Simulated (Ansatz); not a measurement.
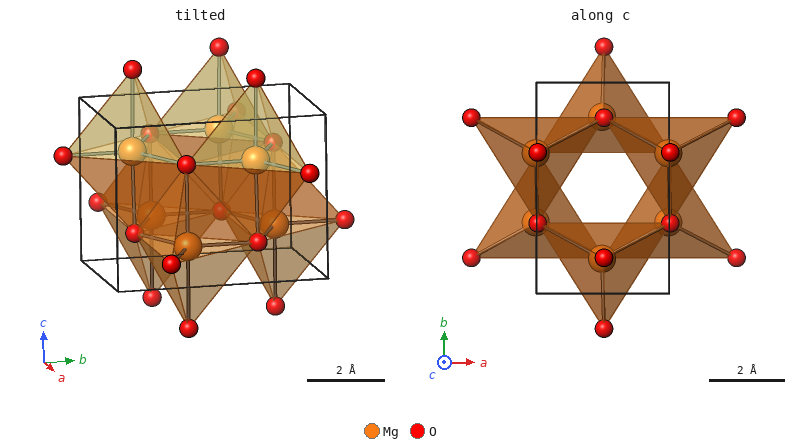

We look at a polyhedral model of the crystal slightly off an axis and along the c axis. Atoms at the boundary of the conventional unit cell (the box) are drawn once for each face, edge or corner they touch. A few atoms beyond the faces are included.

MgO, space group Cc (No. 9), a = 3.59 Å, b = 5.70 Å, c = 4.36 Å, α = 90.00°, β = 92.90°, γ = 90.00°.

Calculation details: DFT PBEsol, scalar-relativistic, plane waves, PAW in Ansatz; cutoff 420 eV, k-points about 0.24 Å⁻¹ apart, Gaussian smearing of 0.02 eV, no spin polarisation.

What is the band gap, if any?

Answer. An insulator at this level, with a gap of 3.14 eV on the k-mesh (the true edges may lie between mesh points, so the gap can be somewhat smaller).

State the hydrostatic pressure.

Answer. The computed pressure is 1.3 GPa (compressed: it would expand). The stress isn't hydrostatic: its largest component is 9.5 GPa.

Starting structure: a structure listed in the Materials Project. The cell was then strained or its atoms displaced on purpose. It was run through Ansatz as a DFT input.

At this level of theory the cell isn't at rest (forces up to 1.1 eV/Å), so its distances can differ from those at equilibrium, the more so the softer the solid.
